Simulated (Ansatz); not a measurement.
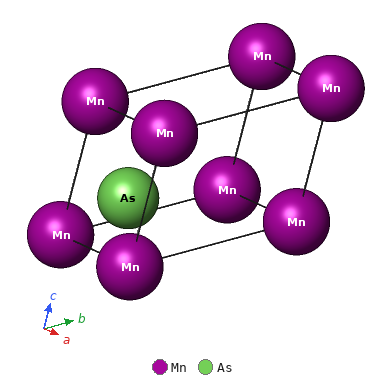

An orthographic spheres-only view of the structure, slightly off an axis. The simulation cell is outlined; an atom on or near a face, edge or corner is repeated at each equivalent position.

```xyz
2
Lattice="0.0000 2.8300 2.8300 2.8300 0.0000 2.8300 2.8300 2.8300 0.0000" Properties=species:S:1:pos:R:3 pbc="T T T"
Mn    0.0000    0.0000    0.0000
As    1.4150    1.4150    1.4150
```

Electronic-structure method: DFT PBE, scalar-relativistic, plane waves, PAW in Ansatz 0.2.0. Parameters: cutoff 420 eV, 12×12×12 k-mesh, Gaussian smearing of 0.05 eV, collinear spins. The state is ferromagnetic.

### How charged are the atoms, by the Bader scheme?

Mn +0.78 e; As -0.78 e.

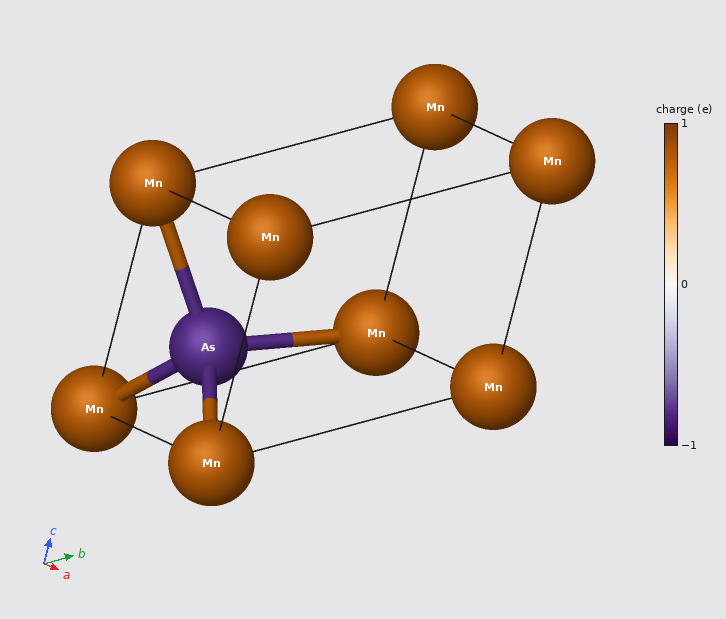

The atoms coloured by those charges.

The structure comes from a structure type filled with these elements by a generator (whether the compound takes this form wasn't checked). Earlier steps of the study, as a rule a relaxation of our own, may have changed the cell and positions, so they can lie some per cent off the listed ones. It went into a calculation with Ansatz.
